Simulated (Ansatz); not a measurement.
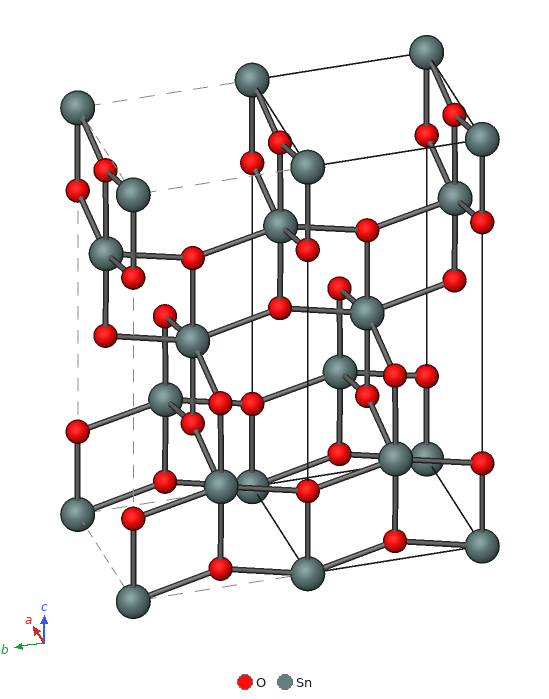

An orthographic ball-and-stick view of the structure, from a general direction. Shown are 1×2×1 repeats of the drawn cell (a repeat of the simulation cell), one of them outlined in solid lines. Cell: a = 4.000 Å, b = 4.000 Å, c = 10.247 Å, α = 90.00°, β = 90.00°, γ = 90.00°.

What is this?

This is SnO2. Strictly the space group is Cm (No. 8, within 0.01 Å). It is a distorted form of a body-centred tetragonal structure, space group I4_1/amd (No. 141) within 0.25 Å: anatase. It has 12 atoms to the cell (4 Sn, 8 O). The neighbours of O are three Sn at about 2.0 to 2.1 Å. The neighbours of Sn are six O at about 2.0 to 2.1 Å. The bonds build a three-dimensional framework.

The structure was taken from a structure listed in the Materials Project. The cell was then strained or its atoms displaced on purpose. It went into a calculation with Ansatz.
